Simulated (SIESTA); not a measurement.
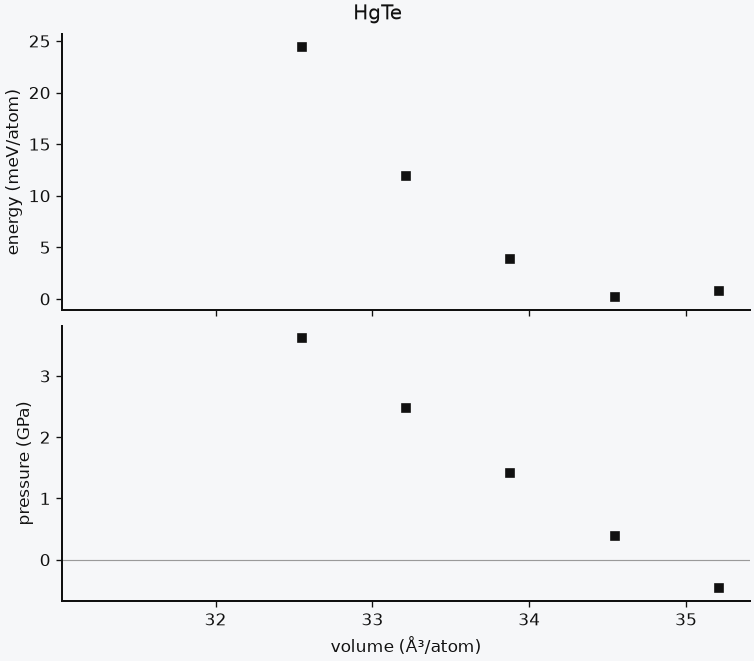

The figure shows the energy and pressure against volume for HgTe, space group F-43m (No. 216).

The given structure:
```
Hg Te
1.0
     0.00000    3.21450    3.21450
     3.21450    0.00000    3.21450
     3.21450    3.21450    0.00000
Hg Te
1 1
Direct
  0.00000 0.00000 0.00000
  0.75000 0.75000 0.75000
```

Computed with SIESTA 5.4.2: DFT in numerical atomic orbitals with pseudopotentials, no spin polarisation; energies at scaled volumes of the given cell, shape and fractions fixed, counted from the fit's minimum, third-order Birch-Murnaghan fit. Level: PBEsol.

| setting | value |
| --- | --- |
| k mesh | 7×7×7 |
| occupations | Fermi–Dirac |
| smearing width | 0.05 eV |
| potentials | PseudoDojo 0.4 standard, converted to PSML, two zetas on semicore shells |
| program settings | basis DZP, mesh cutoff 800 Ry |

The points at volume 31.22 Å³/atom and 31.89 Å³/atom are left out of the plot. What values does the calculation give there?

```tsv
volume (Å³/atom)	energy (meV/atom)	pressure (GPa)
31.22	66.08	6.53
31.89	42.22	5.00
```

Caveats: mulliken charges of long orbitals; short basis over semicore shells; spin-orbit coupling left out, heavy elements; valence orbitals made in semicore potential.
